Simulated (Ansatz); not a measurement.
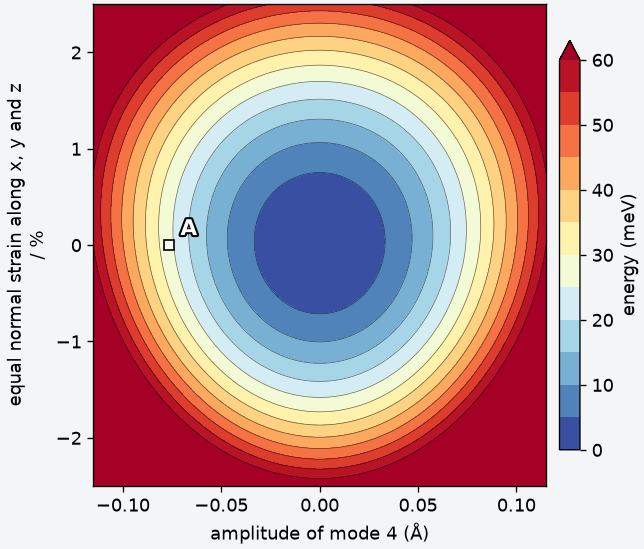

AlCu (Pm-3m, No. 221; 2 atoms in the cell). 
- The energy is mapped over a normal mode and a strain (zone-centre modes of the 2-atom cell of this scan) (x, y and z along the cube axes).
- First axis: amplitude of mode 4 (253 cm⁻¹), largest displacement in the unstrained cell. Second axis: equal normal strain along x, y and z.
- Nothing is relaxed (the pattern is fixed in fractional coordinates).
- Grid: 7 × 7 points; 28 points were computed and 21 follow by symmetry.
- Points are written as (first, second).
- Energies: meV per cell, counted from the lowest grid point.
- Method: DFT PBEsol, scalar-relativistic, plane waves, PAW in Ansatz 0.2.0. Settings: cutoff 520 eV, k-mesh 16×16×16, gaussian smearing 0.15 eV, no spin polarisation.

The picture shows filled contours, one colour for all values above the top of the scale, the point A. Between grid points the surface is interpolated.

Question: Which way does the force act at A, and how strong is it?

Answer: A, at (−0.077 Å, 0.00 %), is not a stationary point. The computed force is 700 meV for each Å towards larger values of the first coordinate and 3.2 meV for each 1 % towards larger values of the second coordinate.

PAW datasets: the set soft_1.
